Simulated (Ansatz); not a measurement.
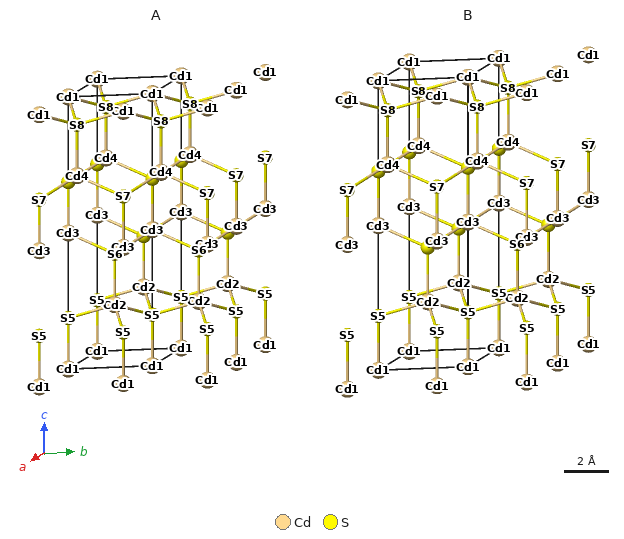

Two geometries of crystalline CdS (built on the 4H polytype type), drawn at one scale. One is the start of a relaxation, the other its converged end. The picture is a ball-and-stick view of the cell of the calculation, repeated 2 × 2 × 1 with one cell outlined, seen slightly off an axis.

Method: DFT, PBE, plane waves, PAW (Ansatz). Set-up: plane-wave cutoff 420 eV; k-point mesh 6 × 6 × 2; occupations fermi dirac; smearing width 0.02 eV; no spin polarisation; cell and atoms relaxed; force threshold 0.005 eV/Å.

Which one is relaxed?

Answer. Structure B is the relaxed one. The energy falls by 182 meV per atom in 4 accepted moves (5 points after the start). The largest force component goes from 0.018 to 0.0014 eV/Å. The pressure goes from 15.51 to 0.01 GPa. The SCF was repeated once at an unchanged geometry on a basis and grid sized afresh for the cell, which shifted the energy by 0.8 meV per atom at most. The atoms keep their places relative to the cell (all moves are under 0.005 Å). The drawn cell changes as follows: a = b 3.935 → 4.194 Å (+6.6 %), c 12.853 → 13.671 Å (+6.4 %); the volume changes by +20.8 %. Near-neighbour distances that change, for instance: Cd1–S5 2.410 → 2.568 Å, Cd1–S8 2.410 → 2.565 Å. The space group stays P6_3mc (No. 186).
